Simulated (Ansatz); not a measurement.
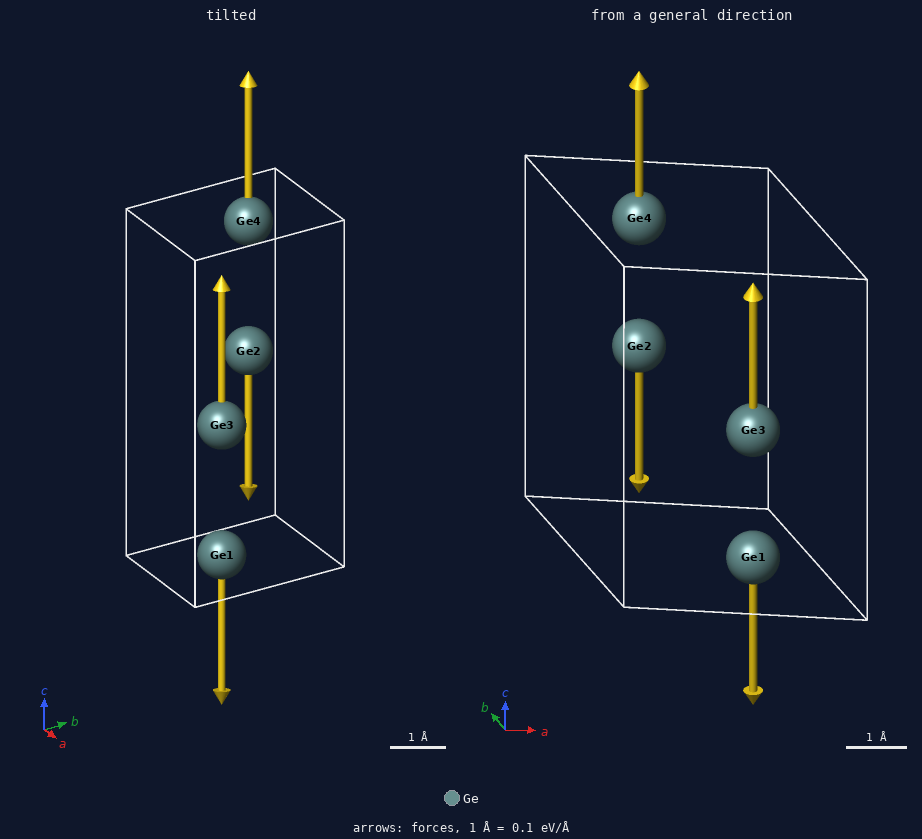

Shown here is a spheres-only view of the crystal, taken slightly off an axis and from a general direction. The parallelepiped is the simulation cell. The arrows are the computed forces on the atoms.

System: Ge. Computational set-up: Ansatz 0.2.0, DFT r2SCAN, scalar-relativistic, plane waves, PAW, an energy cutoff of 500 eV, a 12×12×6 grid in reciprocal space, Gaussian smearing of 0.03 eV, no spin polarisation.

> Do the forces show a relaxed structure?

No. The atoms still feel forces of up to about 0.24 eV/Å, far above a usual threshold of 0.01 to 0.03 eV/Å.

> Find the atom with the largest force.

All Ge atoms, about 0.24 eV/Å.

It goes back to a structure listed in the Materials Project. The cell was then strained or its atoms displaced on purpose. It was run through Ansatz as a DFT input.
